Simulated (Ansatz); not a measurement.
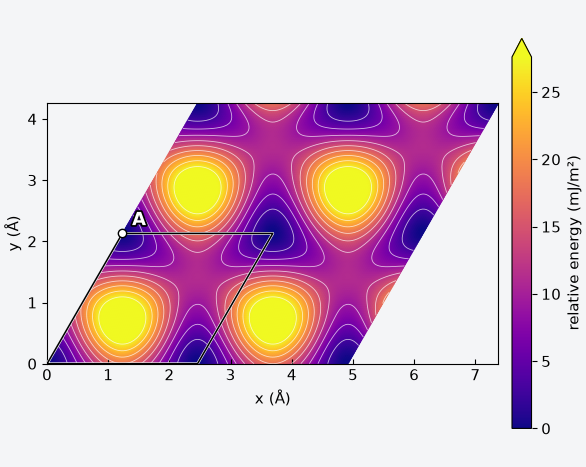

C (C2/m, No. 12; 6 atoms in the cell). The crystal above one (0 0 1) plane is slid rigidly over the crystal below it (one fault a cell, nothing relaxed). Places are given modulo a cell vector. The map is drawn in real space over the plane of the slide. The grid has 6 × 6 points; 21 points were computed and 15 follow by symmetry. Energies are in mJ/m², from the lowest grid point. All numbers below come from DFT PBEsol, scalar-relativistic, plane waves, PAW in Ansatz. Settings: cutoff 420 eV, k-mesh 12×12×3 in the order of the run's cell vectors, gaussian smearing 0.05 eV, no spin polarisation.

In the figure: a smooth colour map with a few white contour lines, the outline of one cell of the 2 × 2 shown, one colour for all values above the top of the scale, the point A. Between grid points the surface is interpolated.

What is the easiest way out of the well at A, and how high is the barrier?

The easiest path leads from the well at (0/6, 0/6) of the cell vectors to its copy one period on. Its highest point lies about 11 mJ/m² above the bottom of the first well on the interpolated surface, at about (0.62, 0.75) of the cell vectors. The start is the relaxed structure and all else is held, so a fully relaxed path at this level can only be lower.

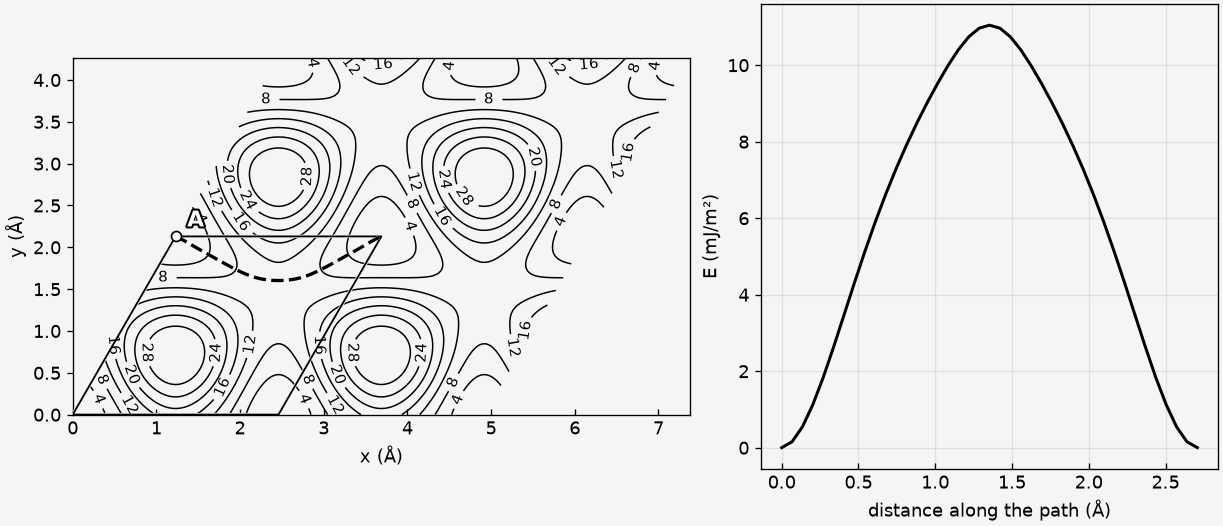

The picture shows contour lines labelled in mJ/m² (none above 28), a line along the lowest path, the outline of one cell of the 2 × 2 shown, the energy along the path at the right. Between grid points the surface is interpolated.
